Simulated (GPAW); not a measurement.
# zigzag Co chain, bond 2.3 A: cost and accuracy of all numerical settings together, part 2 of 2

Wanted: the cheapest choice of all numerical settings together that holds the magnetic results of zigzag Co chain, bond 2.3 A.

GPAW 26.7.0; PBE; plane waves with GPAW's PAW setups, scalar-relativistic.

So far, largest spin moment in the augmentation sphere (μB): step 2 (rung 1 (280 eV, mesh 1×1×4), start ferro ++) 1.93; step 3 (rung 1 (280 eV, mesh 1×1×4), start antiferro +-) 1.51; step 4 (rung 2 (380 eV, mesh 1×1×6), start ferro ++) 2.05; step 5 (rung 2 (380 eV, mesh 1×1×6), start antiferro +-) 1.66; step 6 (rung 3 (500 eV, mesh 1×1×8), start ferro ++) 2.06.

**7. Rung 3 (500 eV, mesh 1×1×8), start antiferro +-**

Contents of order2.py:

```python
import json
import numpy as np
from ase import Atoms
from ase.parallel import paropen, parprint
from gpaw import GPAW

atoms = Atoms(['Co', 'Co'],
    cell=[[12.0, 0.0, 0.0],
         [0.0, 12.0, 0.0],
         [0.0, 0.0, 2.76]],
    scaled_positions=[[0.42333333, 0.5, 0.0],
         [0.57666667, 0.5, 0.5]],
    pbc=True,
    magmoms=[2.0, -2.0])
atoms.calc = GPAW(mode={'name': 'pw', 'ecut': 500},
    xc='PBE',
    kpts={'size': (1, 1, 8), 'gamma': True},
    occupations={'name': 'fermi-dirac', 'width': 0.1},
    convergence={'density': 0.0001, 'energy': 1e-05},
    maxiter=200,
    symmetry={'tolerance': 1e-4},
    txt='order2.txt')
e = atoms.get_potential_energy(force_consistent=True)
res = {'free_energy': e, 'energy_sigma0': atoms.get_potential_energy(), 'fermi_energy': atoms.calc.get_fermi_level()}
res['moments'] = atoms.get_magnetic_moments().tolist()
res['total'] = atoms.get_magnetic_moment()
parprint('site moments (muB):', np.round(res['moments'], 3))
parprint(f"total moment: {res['total']:.3f} muB")
parprint(f'free energy: {e:.6f} eV')
atoms.calc.write('order2.gpw')
with paropen('results.json', 'w') as f:
    json.dump(res, f)
```

The run is started by

```
$ OMP_NUM_THREADS=1 python3 order2.py > order2.log
```

Numbers of over 12 decimals in the logs are rounded to 6 here.

What it wrote:

```text
site moments (muB): [ 1.707 -1.707]
total moment: 0.001 muB
free energy: -10.720716 eV

--- order2.txt ---
Input parameters:
  mode=PW(ecut=500),
  convergence={'density': 0.0001, 'energy': 1e-05},
  kpts=MonkhorstPack(size=(1, 1, 8), gamma=True),
  maxiter=200,
  occupations=Occupations(name='fermi-dirac', width=0.1),
  symmetry=Symmetry(tolerance=0.0001),
  xc=XC(name='PBE')

Diagonalizing LCAO Hamiltonian
[...]
|          3 |        -5.226 |     1.000 |        -5.226 |     1.000 |
|          4 |        -5.175 |     1.000 |        -5.174 |     1.000 |
[...]
|         11 |        -2.579 |     0.004 |        -2.580 |     0.004 |
|         12 |        -1.914 |     0.000 |        -1.914 |     0.000 |
|         13 |        -0.773 |     0.000 |        -0.772 |     0.000 |
|         14 |         0.823 |     0.000 |         0.823 |     0.000 |

No gap
No difference between direct/indirect transitions


[key lines of the parts left out:]
Free energy:     -10.720716
Converged in 26 steps
dipole moment: (-0.000046, -0.000010, -7.364773)  # |e|*Ang
Fermi level: -3.130
```

Run time: 35 s. Hardware: 1 MPI rank of Intel Xeon 6975P-C (Granite Rapids), shared host; peak memory 0.31 GiB.

Numbers from this step:

* magnetization: 0 μB
* final state: antiferromagnetic
* largest moment: 1.707 μB

This start lies +352.5 meV a seeded atom from the first, a change of -1.7 meV since rung 2; its largest moment is 1.71 μB.

**8. Rung 4 (700 eV, mesh 1×1×12), start ferro ++**

Contents of order1.py:

```python
import json
import numpy as np
from ase import Atoms
from ase.parallel import paropen, parprint
from gpaw import GPAW

atoms = Atoms(['Co', 'Co'],
    cell=[[12.0, 0.0, 0.0],
         [0.0, 12.0, 0.0],
         [0.0, 0.0, 2.76]],
    scaled_positions=[[0.42333333, 0.5, 0.0],
         [0.57666667, 0.5, 0.5]],
    pbc=True,
    magmoms=[2.0, 2.0])
atoms.calc = GPAW(mode={'name': 'pw', 'ecut': 700},
    xc='PBE',
    kpts={'size': (1, 1, 12), 'gamma': True},
    occupations={'name': 'fermi-dirac', 'width': 0.05},
    convergence={'density': 0.0001, 'energy': 1e-05},
    maxiter=200,
    symmetry={'tolerance': 1e-4},
    txt='order1.txt')
e = atoms.get_potential_energy(force_consistent=True)
res = {'free_energy': e, 'energy_sigma0': atoms.get_potential_energy(), 'fermi_energy': atoms.calc.get_fermi_level()}
res['moments'] = atoms.get_magnetic_moments().tolist()
res['total'] = atoms.get_magnetic_moment()
parprint('site moments (muB):', np.round(res['moments'], 3))
parprint(f"total moment: {res['total']:.3f} muB")
parprint(f'free energy: {e:.6f} eV')
atoms.calc.write('order1.gpw')
with paropen('results.json', 'w') as f:
    json.dump(res, f)
```

The run is started by

```
$ OMP_NUM_THREADS=1 python3 order1.py > order1.log
```

What it wrote:

```text
site moments (muB): [2.092 2.092]
total moment: 4.640 muB
free energy: -11.482385 eV

--- order1.txt ---
Input parameters:
  mode=PW(ecut=700),
  convergence={'density': 0.0001, 'energy': 1e-05},
  kpts=MonkhorstPack(size=(1, 1, 12), gamma=True),
  maxiter=200,
  occupations=Occupations(name='fermi-dirac', width=0.05),
  symmetry=Symmetry(tolerance=0.0001),
  xc=XC(name='PBE')

Diagonalizing LCAO Hamiltonian
[...]
|          3 |        -6.219 |     1.000 |        -4.419 |     1.000 |
|          4 |        -5.720 |     1.000 |        -4.293 |     1.000 |
[...]
|         14 |         0.542 |     0.000 |         0.817 |     0.000 |
|         15 |         0.694 |     0.000 |         1.019 |     0.000 |
|         16 |         1.316 |     0.000 |         1.539 |     0.000 |
|         17 |         1.480 |     0.000 |         1.717 |     0.000 |

No gap
No difference between direct/indirect transitions


[key lines of the parts left out:]
Free energy:     -11.482385
Converged in 20 steps
dipole moment: (-0.000001, -0.000010, -7.377916)  # |e|*Ang
Fermi level: -3.305
```

It took 74 s on 1 MPI rank; peak memory 0.48 GiB.

This step gave:

* magnetization: 4.640 μB
* final state: ferromagnetic
* largest moment: 2.092 μB

The largest moment moves by +0.03 μB from rung 3, at 2.7 times its CPU time.

**9. Rung 4 (700 eV, mesh 1×1×12), start antiferro +-**

order2.py is the script of step 7 with these lines changed:

```diff
@@ -14,6 +14,6 @@
     magmoms=[2.0, -2.0])
-atoms.calc = GPAW(mode={'name': 'pw', 'ecut': 500},
+atoms.calc = GPAW(mode={'name': 'pw', 'ecut': 700},
     xc='PBE',
-    kpts={'size': (1, 1, 8), 'gamma': True},
-    occupations={'name': 'fermi-dirac', 'width': 0.1},
+    kpts={'size': (1, 1, 12), 'gamma': True},
+    occupations={'name': 'fermi-dirac', 'width': 0.05},
     convergence={'density': 0.0001, 'energy': 1e-05},
```

The run is started by

```
$ OMP_NUM_THREADS=1 python3 order2.py > order2.log
```

What it wrote:

```text
site moments (muB): [ 1.712 -1.712]
total moment: 0.000 muB
free energy: -10.821443 eV

--- order2.txt ---
Input parameters:
  mode=PW(ecut=700),
  convergence={'density': 0.0001, 'energy': 1e-05},
  kpts=MonkhorstPack(size=(1, 1, 12), gamma=True),
  maxiter=200,
  occupations=Occupations(name='fermi-dirac', width=0.05),
  symmetry=Symmetry(tolerance=0.0001),
  xc=XC(name='PBE')

Diagonalizing LCAO Hamiltonian
[...]
|          3 |        -5.146 |     1.000 |        -5.146 |     1.000 |
|          4 |        -5.145 |     1.000 |        -5.145 |     1.000 |
[...]
|         11 |        -2.527 |     0.000 |        -2.527 |     0.000 |
|         12 |        -1.880 |     0.000 |        -1.880 |     0.000 |
|         13 |        -0.753 |     0.000 |        -0.753 |     0.000 |
|         14 |         0.845 |     0.000 |         0.845 |     0.000 |

No gap
No difference between direct/indirect transitions


[key lines of the parts left out:]
Free energy:     -10.821443
Converged in 22 steps
dipole moment: (-0.000018, -0.000010, -7.358108)  # |e|*Ang
Fermi level: -3.072
```

Wall time 70 s (1 MPI rank); peak memory 0.48 GiB.

This step gave:

```
magnetization  : 0 μB
final state    : antiferromagnetic
largest moment : 1.712 μB
```

This start lies +330.5 meV a seeded atom from the first, a change of -22.0 meV since rung 3; its largest moment is 1.71 μB.

**10. Side by side**

Ladder, by row:

```csv
rung,cutoff (eV),mesh,smearing (eV),state from the first start,state from the second start,second less first (meV a seeded atom),"moment, first (μB)","moment, second (μB)",CPU time (s)
1,280,1x1x4,0.2,ferromagnetic,antiferromagnetic,306.6,1.935,1.514,21.71
2,380,1x1x6,0.15,ferromagnetic,antiferromagnetic,354.2,2.052,1.655,38.76
3,500,1x1x8,0.1,ferromagnetic,antiferromagnetic,352.5,2.061,1.707,63.35
4,700,1x1x12,0.05,ferromagnetic,antiferromagnetic,330.5,2.092,1.712,143.8
```

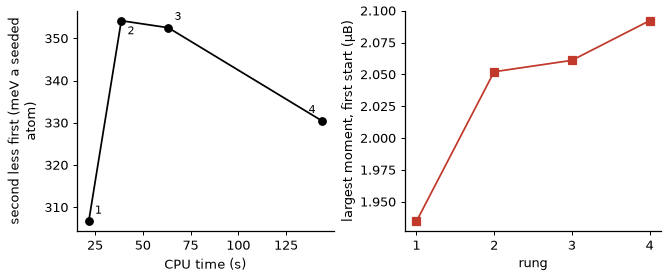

Result against cost, rungs numbered as in the table, and the moment by rung.

**11. Outcome**

```yaml
range_of_the_moment_in_the_table_first_start: 1.93 to 2.09 μB
range_of_cpu_time: 22 s to 2.4 min
range_of_the_energy_difference: 307 to 354 meV a seeded atom
```

**Reading.** Only the last rung can serve as the reference, and the rung before it is still 22 meV away, so convergence is not shown. The first start ends lower on every rung of the table; whether functional and cell give the true order is another question.

[Logs and program files are shortened in this print: banners, set-up blocks, solver, clock and traceback lines can be left out without a mark of their own.]

[Logs are printed without paths, hosts, clocks, repeated set-up lines and the standing remarks that a program may print on its own settings, such as how far it seeks lower states.]

[Hosts, paths, dates, database ids (printed as entryN), source tags and the programs' standing remarks are cut or masked in the printed files.]

[Where a cell is said to come from a database of computed structures, the database is the Materials Project.]
